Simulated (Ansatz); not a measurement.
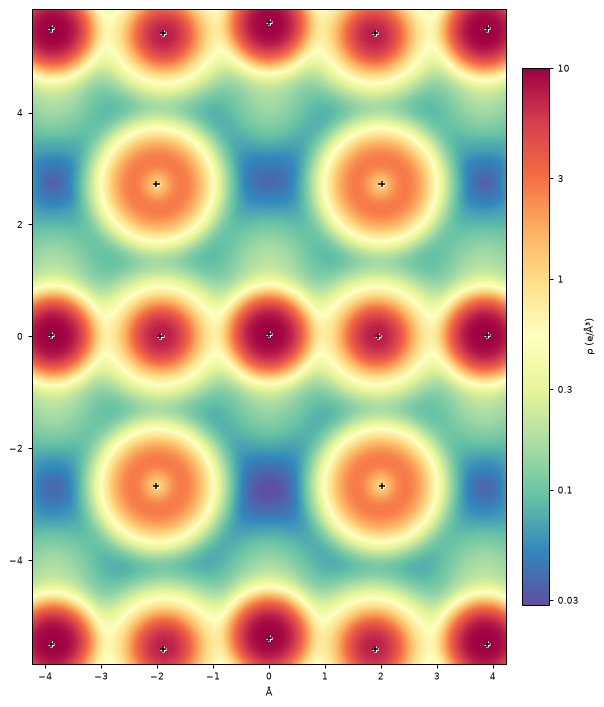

The valence charge density (pseudo) on a plane through atoms (crosses mark nuclei in the plane).

Theory: DFT PBEsol, scalar-relativistic, plane waves, PAW in Ansatz 0.2.0.

Candidates:
A. Pt (cell with a defect), a = 8.31 Å, b = 8.31 Å, c = 8.31 Å, α = 60.00°, β = 60.00°, γ = 60.00°. 
B. Sr₈Ti₈O₂₃ (cell charge +2, with a compensating background) (cell with a defect), a = 7.78 Å, b = 7.78 Å, c = 7.78 Å, α = 90.00°, β = 90.00°, γ = 90.00°. Computed without spin polarisation.

> Which candidate gave the map?

Candidate B: Sr₈Ti₈O₂₃ on the (11̄0) plane of the calculation cell, which holds Sr, Ti and O. Ti–O (1.91 Å): ρ at the midpoint is about 0.78 e/Å³. Ti–O (2.00 Å): ρ at the midpoint is about 0.62 e/Å³.
